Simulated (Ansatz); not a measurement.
**Geometry relaxation, with input and output: MoSe₄ (part 2 of 3)**

The same run, continued: MoSe₄ (10 atoms in the cell); DFT with r2SCAN, PAW plane waves, no spin polarisation (Ansatz 0.2.0); cutoff 500 eV, 4×4×3 k-mesh, Fermi–Dirac smearing of 0.0392 eV. The structure is a generated one, with these elements put on the sites of a known structure type; it need not be a known phase. It belongs to a series of runs on one base structure; here: semilocal partner.

Geometry of the input (Å; fractional positions):
```
5.8775  0.0000  0.0000
2.9388  -6.1613  0.0000
2.2695  0.0000  -6.0252
Mo 0.0624  0.8752  0.7500
Mo 0.9376  0.1248  0.2500
Se 0.3624  0.8228  0.3220
Se 0.8148  0.8228  0.1780
Se 0.6376  0.1772  0.6780
Se 0.1852  0.1772  0.8220
Se 0.4950  0.5577  0.8100
Se 0.9473  0.5577  0.6900
Se 0.5050  0.4423  0.1900
Se 0.0527  0.4423  0.3100
```

## Log, continued
```
SCF iter   1: F=-53759.711200 eV  HF=-53759.694148 eV  |F-HF|=1.71e-2  |Δ(HF+E_count)|=         —  Δρ=7.87e-4  dr2=1.91e-3  dr2_τ=3.65e-2  ethr=1.21e-5  ⟨swp⟩=2.6  Hψ=3591  notcnv=0  defer=82
preconditioner: auto → LDOS  [metal: Δε(μ)=0.037 eV  Ē_g=9.491 eV  σ=0.039 eV  W_gap=0.23  n_scr=66 (ndim 8)  ℏωp=19.5 eV  f_vac=0.047  D(μ)=5.58/eV (n_scr^D=38)  β→1.0]
SCF iter   2: F=-53759.712290 eV  HF=-53759.713336 eV  |F-HF|=1.05e-3  |Δ(HF+E_count)|=   1.92e-2  Δρ=5.98e-4  dr2=1.50e-3  dr2_τ=3.95e-5  ethr=1.23e-6  ⟨swp⟩=2.0  Hψ=3369  notcnv=0  defer=82
SCF iter   3: F=-53759.712948 eV  HF=-53759.712989 eV  |F-HF|=4.10e-5  |Δ(HF+E_count)|=   3.47e-4  Δρ=2.48e-4  dr2=1.14e-4  dr2_τ=9.07e-6  ethr=9.62e-7  ⟨swp⟩=2.0  Hψ=1930  notcnv=0  defer=82
SCF iter   4: F=-53759.713003 eV  HF=-53759.713010 eV  |F-HF|=7.11e-6  |Δ(HF+E_count)|=   2.07e-5  Δρ=6.03e-5  dr2=1.00e-5  dr2_τ=2.90e-6  ethr=7.28e-8  ⟨swp⟩=2.0  Hψ=2842  notcnv=0  defer=82
SCF iter   5: F=-53759.713009 eV  HF=-53759.713009 eV  |F-HF|=1.17e-7  |Δ(HF+E_count)|=   8.97e-7  Δρ=1.88e-5  dr2=4.83e-7  dr2_τ=6.37e-8  ethr=2.79e-9  ⟨swp⟩=14.9  Hψ=14126  notcnv=0
SCF 7 converged in 5 iterations: F = -53759.713009 eV  dr2 = 4.83e-7
relax step   7: F+E_penalty+E_count = -53759.71300900 eV  Δ(F+E_penalty+E_count) = -4.767e-3 eV  max|allowed force component| = 3.095e-2 eV/Å  Δτ_max = 0.0137 Å  (5 SCF iters, dr2 threshold 4.35e-6 eV, accepted)
SCF iter   1: F=-53759.713275 eV  HF=-53759.701389 eV  |F-HF|=1.19e-2  |Δ(HF+E_count)|=         —  Δρ=9.89e-4  dr2=2.01e-3  dr2_τ=2.42e-2  ethr=4.48e-5  ⟨swp⟩=2.9  Hψ=2833  notcnv=0  defer=82
preconditioner: auto → LDOS  [metal: Δε(μ)=0.011 eV  Ē_g=9.498 eV  σ=0.039 eV  W_gap=0.07  n_scr=66 (ndim 8)  ℏωp=19.5 eV  f_vac=0.047  D(μ)=5.31/eV (n_scr^D=36)  β→1.0]
SCF iter   2: F=-53759.714655 eV  HF=-53759.714809 eV  |F-HF|=1.55e-4  |Δ(HF+E_count)|=   1.34e-2  Δρ=4.06e-4  dr2=3.45e-4  dr2_τ=2.36e-5  ethr=1.29e-6  ⟨swp⟩=2.0  Hψ=3431  notcnv=0  defer=82
SCF iter   3: F=-53759.714760 eV  HF=-53759.714777 eV  |F-HF|=1.68e-5  |Δ(HF+E_count)|=   3.22e-5  Δρ=1.23e-4  dr2=3.68e-5  dr2_τ=1.96e-6  ethr=2.21e-7  ⟨swp⟩=2.0  Hψ=2297  notcnv=0  defer=82
SCF iter   4: F=-53759.714694 eV  HF=-53759.714699 eV  |F-HF|=5.55e-6  |Δ(HF+E_count)|=   7.78e-5  Δρ=4.52e-5  dr2=7.40e-6  dr2_τ=6.48e-7  ethr=2.36e-8  ⟨swp⟩=2.0  Hψ=2719  notcnv=0  defer=82
SCF iter   5: F=-53759.714698 eV  HF=-53759.714698 eV  |F-HF|=2.95e-7  |Δ(HF+E_count)|=   1.34e-6  Δρ=1.22e-5  dr2=4.81e-7  dr2_τ=4.46e-8  ethr=4.75e-9  ⟨swp⟩=2.0  Hψ=2117  notcnv=0  defer=82
SCF iter   6: F=-53759.714698 eV  HF=-53759.714698 eV  |F-HF|=7.16e-9  |Δ(HF+E_count)|=   5.70e-8  Δρ=3.11e-6  dr2=1.43e-8  dr2_τ=1.45e-9  ethr=6.41e-11  ⟨swp⟩=14.2  Hψ=11254  notcnv=0
SCF 8 converged in 6 iterations: F = -53759.714698 eV  dr2 = 1.43e-8
relax step   8: F+E_penalty+E_count = -53759.71469807 eV  Δ(F+E_penalty+E_count) = -1.689e-3 eV  max|allowed force component| = 1.135e-2 eV/Å  Δτ_max = 0.0168 Å  (6 SCF iters, accepted)
iter 1 solved again at ethr=9.15e-12 eV; its pass at ethr=3.10e-3 eV (dr2=1.43e-8 eV) is discarded
SCF iter   1: F=-53759.714698 eV  HF=-53759.714698 eV  |F-HF|=7.16e-9  |Δ(HF+E_count)|=         —  Δρ=3.11e-6  dr2=1.43e-8  dr2_τ=1.45e-9  ethr=9.15e-12  ⟨swp⟩=1.0  Hψ=4572  notcnv=0
preconditioner: auto → LDOS  [metal: Δε(μ)=0.008 eV  Ē_g=9.493 eV  σ=0.039 eV  W_gap=0.05  n_scr=66 (ndim 8)  ℏωp=19.5 eV  f_vac=0.047  D(μ)=5.33/eV (n_scr^D=36)  β→1.0]
SCF iter   2: F=-53759.714698 eV  HF=-53759.714698 eV  |F-HF|=2.63e-9  |Δ(HF+E_count)|=   1.36e-8  Δρ=1.10e-6  dr2=4.20e-9  dr2_τ=1.05e-10  ethr=9.15e-12  ⟨swp⟩=7.0  Hψ=8725  notcnv=0
SCF 9 converged in 2 iterations: F = -53759.714698 eV  dr2 = 4.20e-9
```

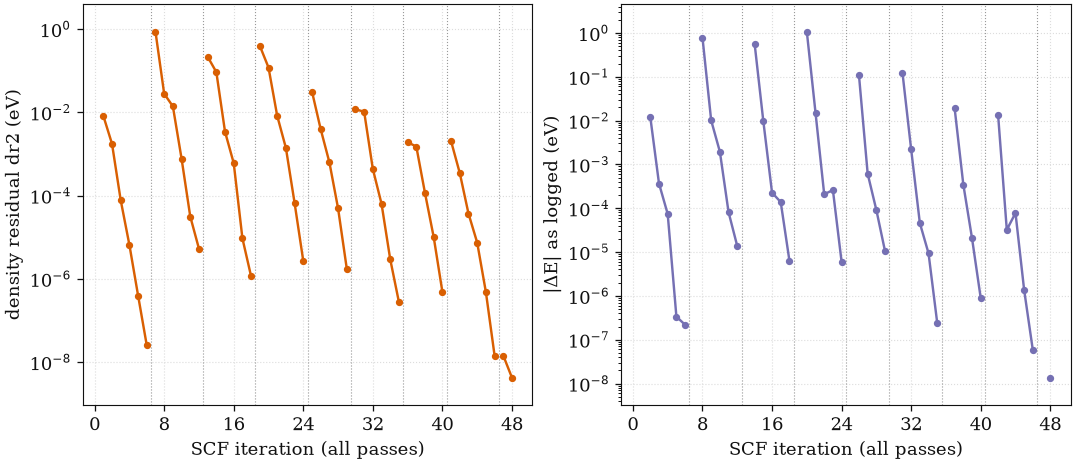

**Figure 1.** Convergence of the self-consistent field: density residual dr2 and size of the energy change against the SCF iteration. Dotted lines part the SCF passes that the log prints in full.

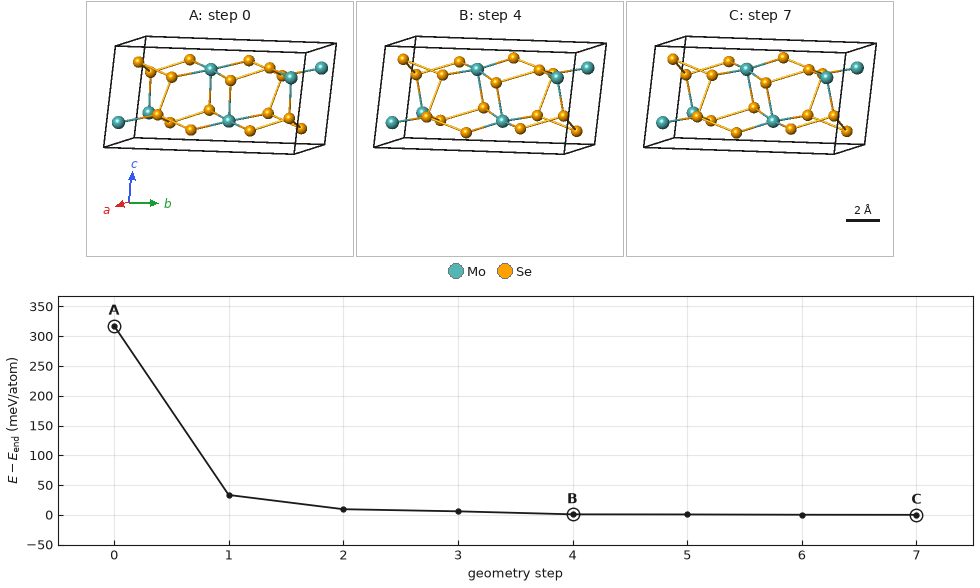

**Figure 2.** Frames of the relaxation (ball-and-stick view of the cell 2 times as large as that of the calculation, set on its symmetry axes, seen slightly off an axis) above the curves, on which the letters mark them (the first geometry is step 0 here and step 1 in the log).

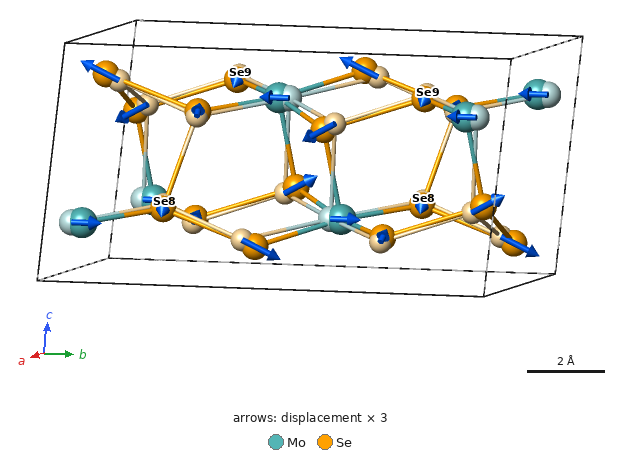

**Figure 3.** Start (faint) and end (solid) with the displacements as blue arrows, magnified 3 times (ball-and-stick view of the cell 2 times as large as that of the calculation, set on its symmetry axes, seen slightly off an axis). The energy falls by 318 meV per atom in 7 geometry steps. The largest force component goes from 2.4 to 0.011 eV/Å. The largest moves, 0.38 Å, are those of Se3, Se4, Se5 and Se6. By element the largest moves are Se 0.38 Å, Mo 0.28 Å. The cell stays as it was. Among the contacts that change: Se3–Se4 2.489 → 2.779 Å, Mo1–Se7 2.647 → 2.357 Å, Se3–Se9 2.543 → 2.819 Å, Se7–Se9 2.466 → 2.719 Å. Among the angles that change: Se3–Mo2–Se5 95.0° → 80.6°, Mo1–Se3–Mo2 85.0° → 99.4°, Mo1–Se3–Se9 111.0° → 99.2°. The space group stays C2/c (No. 15). (Atoms are counted from 1 in the order of the input.)

```
SCF converged after 2 iterations
Free energy (F): -53759.714698 eV
Harris-Foulkes:  -53759.714698 eV  (|F-HF|=2.63e-9)
Internal energy: -53759.687075 eV  (E = F + TS)
E sigma→0 (E₀):  -53759.700887 eV
Entropy (-TS):   -0.027623 eV (-2.762 meV/atom)
Fermi energy:    10.631592 eV
--- Per-component energies (eV) ---
  E_band       = -3322.320852
  E_kinetic    = 1834.510159
  E_local      = -20974.000199  (includes V_loc(G=0)·N_el)
  E_nonlocal   = -4468.674920
  E_hartree    = 10105.520112
  E_xc         = -1142.874375
  E_vxc        = -1359.220569  (∫ρ·V_xc dr)
  E_paw        = -21838.887466  (= ΣΔE_a)
  E_vpaw       = 1357.957935  (= ΣTr[D̂ρ^β])
  E_aug_tail   = -0.001646  (compensation charges beyond the density's cutoff)
  E_vtau       = 76.068458  (kinetic-family band-sum trace: ∫τ·v_τ [+ j·A + Jᵃ·Aᵃ] dr)
  E_ewald      = -17260.718171
  E_core_change = -14.560569  (= ΣΔE_core)
  E_smearing   = -0.027623  (= −TS)
  E_closure    = -0.000000  (closes the sum)
  Σ components = -53759.714698   (vs F -53759.714698, Δ=0.00e0)
--- Forces (eV/Å), atoms counted from 1 ---
  atom   1  Mo     0.00000000     0.00093272     0.00000000
  atom   2  Mo     0.00000000    -0.00093272     0.00000000
  atom   3  Se     0.00099535    -0.00602361    -0.01136724
  atom   4  Se    -0.00099535    -0.00602361     0.01136724
  atom   5  Se    -0.00099535     0.00602361     0.01136724
  atom   6  Se     0.00099535     0.00602361    -0.01136724
  atom   7  Se    -0.00236173     0.00450980     0.00136667
  atom   8  Se     0.00236173     0.00450980    -0.00136667
  atom   9  Se     0.00236173    -0.00450980    -0.00136667
  atom  10  Se    -0.00236173    -0.00450980     0.00136667
  max |Σ_I F_I| component: 8.67e-19 eV/Å
--- Stress (GPa, compression-positive) ---
        8.492977       0.000000      -1.451796
        0.000000       6.454102       0.000000
       -1.451796       0.000000       7.339336
  P = ⅓ Tr σ = 7.4288 GPa (74.288 kbar)
--- Band table (eV; the first three rows and the last of 17) ---
  k-point 0: bands = ["-52.4902", "-52.4885", "-38.6060", "-38.5995", "-38.5982", "-38.5969", "-38.5919", "-38.5908", "-38.5893", "-38.5829", "-38.5609", "-38.5605", "-38.5467", "-38.5451", "-38.5192", "-38.5186", "-38.5186", "-38.5168", "-38.5127", "-38.5113", "-38.5075", "-38.5046", "-38.2821", "-38.2818", "-38.2788", "-38.2774", "-38.2754", "-38.2736", "-38.2696", "-38.2694", "-38.2158", "-38.2151", "-38.2116", "-38.2113", "-38.2053", "-38.2048", "-38.2045", "-38.2040", "-38.1847", "-38.1836", "-38.1799", "-38.1799", "-25.9357", "-25.9315", "-25.9289", "-25.9158", "-25.9055", "-25.8801", "-5.4081", "-3.8447", "-3.4867", "-3.1838", "-2.6862", "-2.5413", "-2.0885", "-1.4856", "4.2641", "4.5032", "4.6370", "4.7185", "4.9209", "5.1599", "5.9476", "5.9525", "6.0965", "6.3150", "6.4559", "6.5614", "7.7444", "8.1470", "8.9898", "9.0862", "9.7023", "10.2764", "10.4142", "10.5250", "10.8551", "10.9412", "10.9983", "11.1462", "11.2210", "11.5547", "11.9624", "12.0835", "12.4782", "12.5580", "13.9477", "14.4207", "15.0040", "15.6275", "17.2520", "17.4930", "17.7398", "18.2067"]
  k-point 1: bands = ["-52.4898", "-52.4889", "-38.6047", "-38.6014", "-38.5988", "-38.5973", "-38.5908", "-38.5897", "-38.5883", "-38.5845", "-38.5608", "-38.5606", "-38.5463", "-38.5455", "-38.5189", "-38.5187", "-38.5183", "-38.5173", "-38.5125", "-38.5119", "-38.5065", "-38.5052", "-38.2821", "-38.2820", "-38.2786", "-38.2780", "-38.2746", "-38.2739", "-38.2695", "-38.2694", "-38.2150", "-38.2145", "-38.2122", "-38.2120", "-38.2051", "-38.2049", "-38.2045", "-38.2043", "-38.1846", "-38.1841", "-38.1797", "-38.1797", "-25.9351", "-25.9328", "-25.9269", "-25.9212", "-25.8965", "-25.8849", "-5.0883", "-4.3245", "-3.3767", "-3.2024", "-2.7542", "-2.6340", "-1.9049", "-1.6444", "4.2370", "4.5269", "4.7616", "5.0672", "5.2545", "5.4456", "5.8682", "6.0828", "6.2320", "6.4531", "6.6650", "6.9671", "7.1942", "8.1896", "8.3177", "8.4480", "9.8415", "9.9878", "10.2729", "10.3362", "10.5119", "10.6486", "10.7865", "11.0950", "11.3837", "11.3988", "11.8986", "12.1136", "12.3347", "12.7347", "14.3211", "14.8747", "15.0797", "15.7406", "16.8173", "17.6294", "17.7908", "17.9456"]
  k-point 2: bands = ["-52.4902", "-52.4885", "-38.6060", "-38.5995", "-38.5982", "-38.5969", "-38.5919", "-38.5908", "-38.5893", "-38.5829", "-38.5609", "-38.5605", "-38.5467", "-38.5451", "-38.5192", "-38.5186", "-38.5186", "-38.5168", "-38.5127", "-38.5113", "-38.5075", "-38.5046", "-38.2821", "-38.2818", "-38.2788", "-38.2774", "-38.2754", "-38.2736", "-38.2696", "-38.2694", "-38.2158", "-38.2151", "-38.2116", "-38.2113", "-38.2053", "-38.2048", "-38.2045", "-38.2040", "-38.1847", "-38.1836", "-38.1799", "-38.1799", "-25.9357", "-25.9315", "-25.9288", "-25.9160", "-25.9054", "-25.8801", "-5.2573", "-3.9329", "-3.5541", "-3.1482", "-2.8334", "-2.5373", "-2.0618", "-1.5630", "3.9299", "4.5704", "4.5992", "4.8930", "5.3147", "5.4751", "5.7641", "5.9864", "6.3471", "6.4289", "6.7817", "7.0074", "8.0548", "8.0564", "8.3435", "8.8353", "9.5108", "9.5752", "9.7816", "10.0472", "10.3008", "10.8841", "10.8926", "11.5303", "11.5786", "11.9501", "12.1085", "12.4765", "12.5403", "12.5870", "13.6847", "14.5860", "14.9134", "15.5622", "16.9538", "17.8654", "18.2541", "18.3214"]
  k-point 16: bands = ["-52.4898", "-52.4889", "-38.6050", "-38.5998", "-38.5989", "-38.5971", "-38.5915", "-38.5901", "-38.5895", "-38.5834", "-38.5588", "-38.5583", "-38.5487", "-38.5475", "-38.5201", "-38.5197", "-38.5176", "-38.5159", "-38.5131", "-38.5112", "-38.5075", "-38.5044", "-38.2820", "-38.2818", "-38.2786", "-38.2781", "-38.2747", "-38.2739", "-38.2696", "-38.2695", "-38.2156", "-38.2155", "-38.2116", "-38.2114", "-38.2053", "-38.2050", "-38.2042", "-38.2040", "-38.1843", "-38.1843", "-38.1801", "-38.1794", "-25.9354", "-25.9329", "-25.9269", "-25.9213", "-25.8964", "-25.8849", "-4.5662", "-3.9101", "-3.8972", "-3.7319", "-2.7311", "-2.3499", "-2.3353", "-2.0592", "4.6779", "4.6818", "5.3032", "5.5383", "5.5677", "5.8176", "5.8423", "5.9842", "6.5167", "6.9024", "7.0259", "7.5202", "7.5874", "7.8274", "8.2625", "8.4580", "9.0054", "9.0064", "9.4160", "9.5013", "9.7829", "10.1508", "10.3791", "10.9864", "11.7187", "12.1407", "12.2263", "12.3120", "12.3779", "12.9327", "13.9174", "14.2963", "14.7470", "14.8304", "16.8689", "17.2855", "17.2945", "18.5404"]
```
